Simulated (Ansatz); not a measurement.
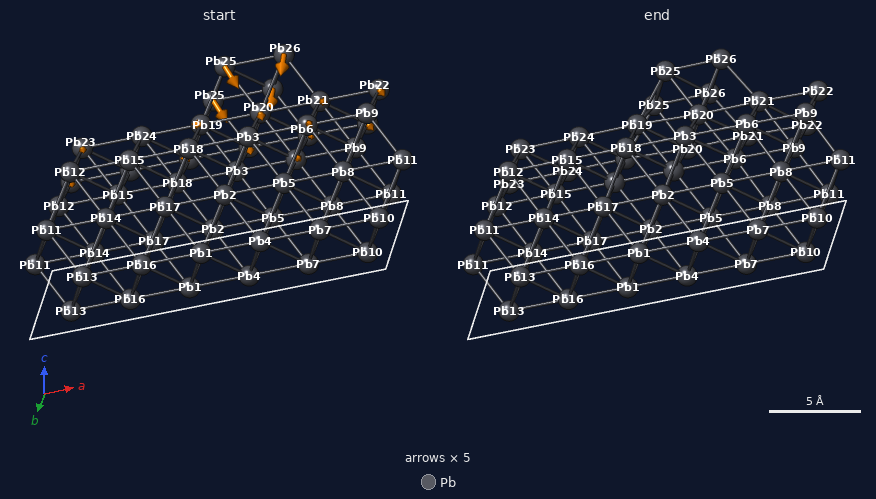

The structure of a slab of composition Pb (cut from the Fm-3m phase) before (left) and after (right) a constrained relaxation, at one scale. The orange arrows give the displacements, 5 times their true length.

Style: ball-and-stick. Shown: the 1 × 2 repeat of the cell, outlined in the plane, without the vacuum (origin shifted), from a free direction.

Case: stripe of 2 of 6 rows, two steps. 12 atoms are held fixed.

Level of theory: DFT PBEsol, scalar-relativistic, plane waves, PAW in Ansatz 0.2.0. Settings: plane-wave cutoff 420 eV; k-point mesh 2 × 12 × 1; occupations gaussian; smearing width 0.1 eV; no spin polarisation; dipole correction; atoms relaxed in a fixed cell; force threshold 0.02 eV/Å; at most 45 steps.

Summarise the run.

Over 3 geometry steps the energy falls by 0.213 eV per cell of the calculation. The largest force component goes from 0.42 to 0.01 eV/Å. Pb25 moves most: 0.32 Å at 30° to the normal (−c side). The lattice vectors keep their values. Some distances before and after: Pb20–Pb25 3.489 → 3.263 Å, Pb20–Pb26 3.489 → 3.316 Å, Pb21–Pb26 3.489 → 3.337 Å, Pb19–Pb25 3.489 → 3.360 Å. The run took 9.9 min on 4 threads of Arm Neoverse V2 (shared host), peak memory 6.1 GiB.
